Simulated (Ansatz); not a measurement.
A series of calculations on ScAl$_{2}$

Part 1: Relaxation

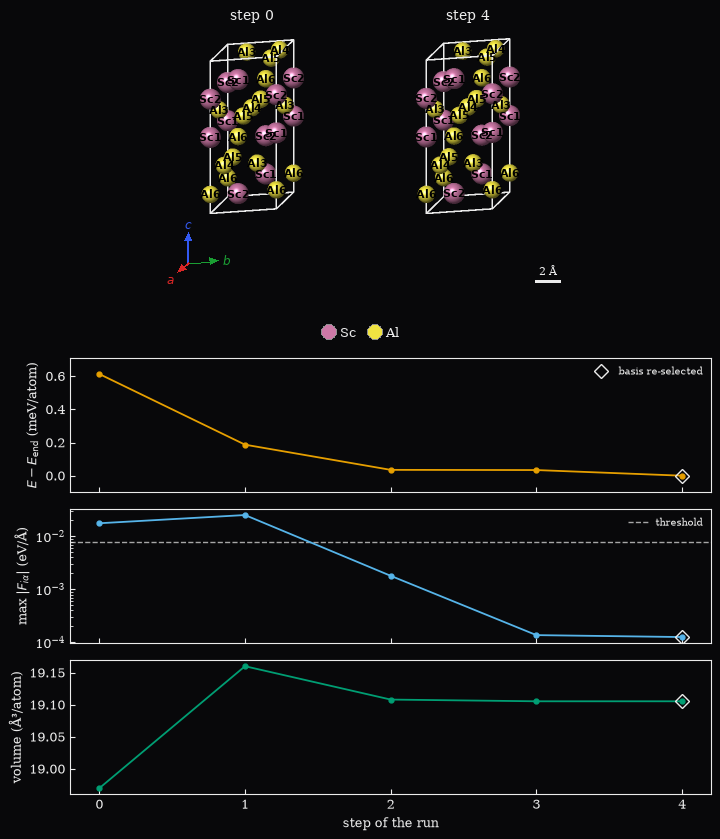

First and last geometry of a relaxation of crystalline ScAl₂ (set up in R-3m), with the history of the run. The picture is a spheres-only view of the conventional cell (3 times the calculation's cell), seen slightly off an axis. Lengths and directions refer to the drawn axes.

Case: biaxial strain in the a-b plane of +4.0 %; c and atoms relaxed.

Theory: DFT r2SCAN, scalar-relativistic, plane waves, PAW (Ansatz). Set-up: plane-wave cutoff 500 eV; k-point mesh 8 × 8 × 8; occupations gaussian; smearing width 0.1 eV; no spin polarisation; cell relaxed at fixed a, b, gamma; force threshold 0.008 eV/Å; at most 40 steps.

### Read the history and describe the run.

It converged. Over 3 accepted moves (4 points after the start) the energy falls by 0.6 meV per atom. Largest force component: 0.018 eV/Å at the start, 0.00013 eV/Å at the end. Pressure: −4.18 GPa at the start and −4.80 GPa at the end. At 1 point the geometry stayed and the basis and grid were re-selected for the new cell (energy shift of less than 0.05 meV per atom at most each time). The largest moves relative to the cell, 0.004 Å, are those of Sc1 and Sc2. Sc2 goes along +c. Al stays in place. The drawn cell changes as follows: a = b unchanged at 5.556 Å, c 12.772 → 12.863 Å (+0.7 %); the volume changes by +0.7 %. Among the contacts that change: Sc1–Sc2 3.205 → 3.237 Å, Sc1–Al3 3.102 → 3.114 Å, Al3–Al6 2.665 → 2.677 Å, Sc1–Al3 (another image) 3.207 → 3.215 Å. The space group stays R-3m (No. 166).

Part 2: Relaxation

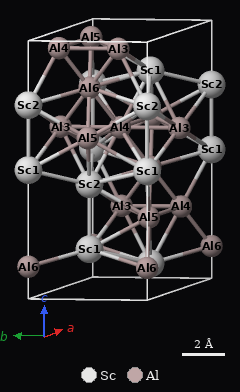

This is the input geometry for a relaxation of solid ScAl2 (set up in R-3m). The picture is a ball-and-stick view of the conventional cell (3 times the calculation's cell), seen from a free direction. Lengths and directions refer to the drawn axes.

Case: biaxial strain in the a-b plane of +6.0 %; c and atoms relaxed.

Theory: DFT r2SCAN, scalar-relativistic, plane waves, PAW (Ansatz 0.2.0).

Input
```yaml
crystal:
  lattice:
    - [0.0, 4.004311846, 4.004311846]
    - [4.004311846, 0.0, 4.004311846]
    - [3.7625420742, 3.7625420742, 0.2417697718]
  atoms:
    - { symbol: Sc, position: [0.4991851022, 0.4991851022, 0.5024446934] }
    - { symbol: Sc, position: [0.7508148978, 0.7508148978, 0.7475553066] }
    - { symbol: Al, position: [0.125, 0.125, 0.125] }
    - { symbol: Al, position: [0.625, 0.125, 0.125] }
    - { symbol: Al, position: [0.125, 0.625, 0.125] }
    - { symbol: Al, position: [0.125, 0.125, 0.625] }
basis:
  ecutwfc: 500
kpoints:
  mp_grid: { grid: [8, 8, 8] }
hamiltonian:
  xc: r2scan
scf:
  occupations: { method: gaussian, width: 0.1 }
output:
  forces: true
  stress: true
  eigenvalues: true
relax:
  adjacent_minimum: "off"
  f_tol: 0.008
  max_steps: 40
  cell: { stress_tol: 0.015, fix: [a, b, gamma] }
```

Run as
```bash
ansatz run input.yaml --threads 1 --pin off --max-ram 2560MiB --backend cpu --events-out ev --progress --plain --runs-dir out
```

Question: What does the optimiser find from here?

Answer: No atom moves by more than 0.005 Å relative to the cell. The volume changes by +1.2 %, with a = b unchanged at 5.663 Å, c 12.615 → 12.771 Å (+1.2 %). Near-neighbour distances that change, for instance: Sc1–Sc2 3.174 → 3.221 Å, Sc1–Al3 3.086 → 3.111 Å, Al3–Al6 2.663 → 2.684 Å, Sc1–Al3 (another image) 3.246 → 3.257 Å. The space group stays R-3m (No. 166). The energy falls by 1.8 meV per atom in 3 accepted moves (4 points after the start). The largest force component goes from 0.012 to 0.00053 eV/Å. The pressure goes from −5.57 to −6.58 GPa. At 1 point the geometry stayed and the basis and grid were re-selected for the new cell (energy shift of 0.1 meV per atom at most each time).

After the run, drawn alike:

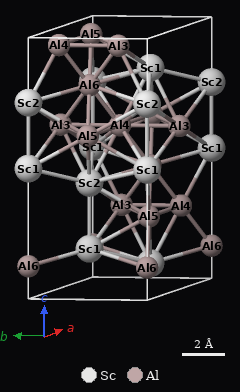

Part 3: Series

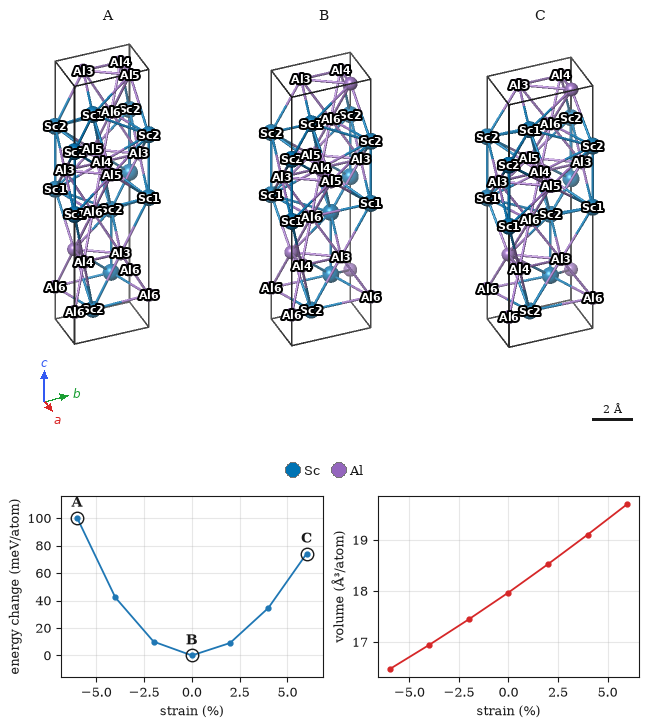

Members of a series of calculations on crystalline ScAl2 (set up in Fd-3m), marked on the first curve. A ball-and-stick model of the conventional cell (3 times the calculation's cell), seen slightly off an axis. Lengths and directions refer to the drawn axes.

Theory: DFT r2SCAN, scalar-relativistic, plane waves, PAW (Ansatz 0.2.0). Settings: plane-wave cutoff 500 eV; k-point mesh 8 × 8 × 8; occupations gaussian; smearing width 0.1 eV; no spin polarisation.

**Which kind of strain is it, and how does the structure respond?**

Biaxial strain in the a–b plane, c and atoms relaxed. A (strain −6.0 %): energy change 100 meV/atom, volume 16.47 Å³ per atom. B (strain 0.0 %): energy change 0.0 meV/atom, volume 17.97 Å³ per atom. C (strain 6.0 %): energy change 74.1 meV/atom, volume 19.70 Å³ per atom. The rest compares A with C. The drawn cell changes as follows: a = b 5.022 → 5.663 Å (+12.8 %), c 13.572 → 12.771 Å (−5.9 %); the volume changes by +19.7 %. Near-neighbour distances before and after: Al–Sc 2.962 → 3.310 Å, Al–Al 2.511 → 2.831 Å, Sc–Sc 3.142 → 3.430 Å.
